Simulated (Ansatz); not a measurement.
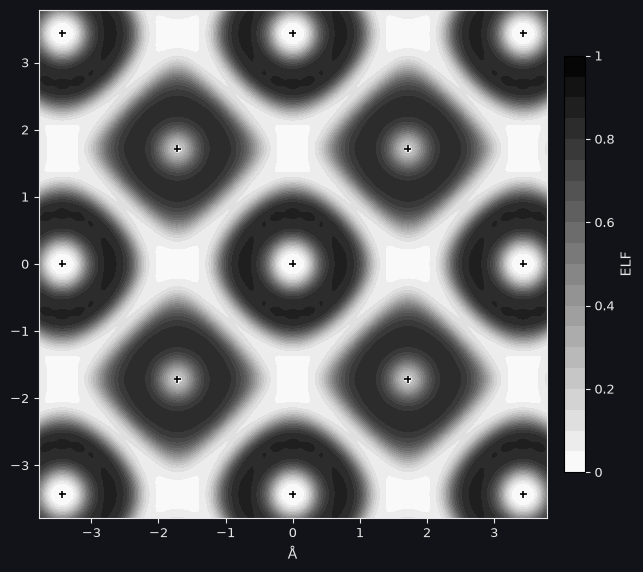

The electron localisation function on a plane through atoms (crosses mark nuclei in the plane).

Computed with DFT, r2SCAN, plane waves, PAW (Ansatz 0.2.0).

Candidates:
A. PbS, a = 4.20 Å, b = 4.20 Å, c = 6.17 Å, α = 89.74°, β = 89.74°, γ = 89.98°. Space group C2/m; started from the measured structure prototype, which need not be the ambient phase; changed on purpose from its base cell (uniaxial z strain +3.7%).
B. SrO, a = 3.43 Å, b = 3.43 Å, c = 5.16 Å, α = 90.00°, β = 90.00°, γ = 90.00°. Space group I4/mmm; started from the measured structure prototype, which need not be the ambient phase; changed on purpose from its base cell (biaxial xy strain -5.9%); computed pressure about 16 GPa in this cell.
C. NaF, a = 3.33 Å, b = 3.33 Å, c = 4.55 Å, α = 90.00°, β = 90.00°, γ = 90.00°. Space group I4/mmm; started from the rocksalt prototype, which need not be the ambient phase; changed on purpose from its base cell (epitaxial xy strain +2.5%).

### Which candidate gave the map?

Candidate B: SrO on the (001) plane of the conventional cell, which holds Sr and O. Sr–O (2.43 Å): the ELF is about 0.10 at the midpoint (a closed-shell, largely ionic contact).
